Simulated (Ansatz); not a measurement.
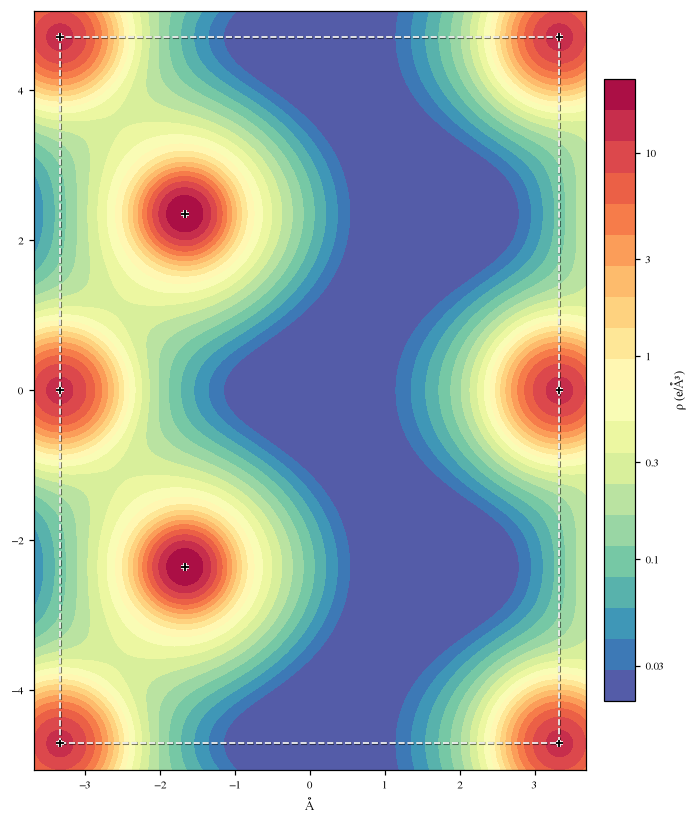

The valence electron density on a plane through atoms (crosses mark nuclei in the plane).

Computed with Ansatz, DFT PBE, scalar-relativistic, plane waves, PAW.

Candidates:
A. Al₅P₄ (slab), a = 3.89 Å, b = 3.89 Å, c = 26.01 Å, α = 90.00°, β = 90.00°, γ = 90.00°. Not relaxed (largest force 0.3 eV/Å); computed without spin polarisation.
B. W (slab), a = 2.85 Å, b = 2.85 Å, c = 25.09 Å, α = 90.00°, β = 90.00°, γ = 90.00°. 
C. InSb, a = 6.66 Å, b = 6.66 Å, c = 6.66 Å, α = 90.00°, β = 90.00°, γ = 90.00°. Space group F-43m; a generated structure, not necessarily the stable one; changed on purpose from its base cell (volume × 1.000 of the coarse rest volume).

Which system is this?

Candidate C: InSb on the (011) plane of the conventional cell, which holds In and Sb. In–Sb (2.88 Å): ρ is about 0.33 e/Å³ halfway.
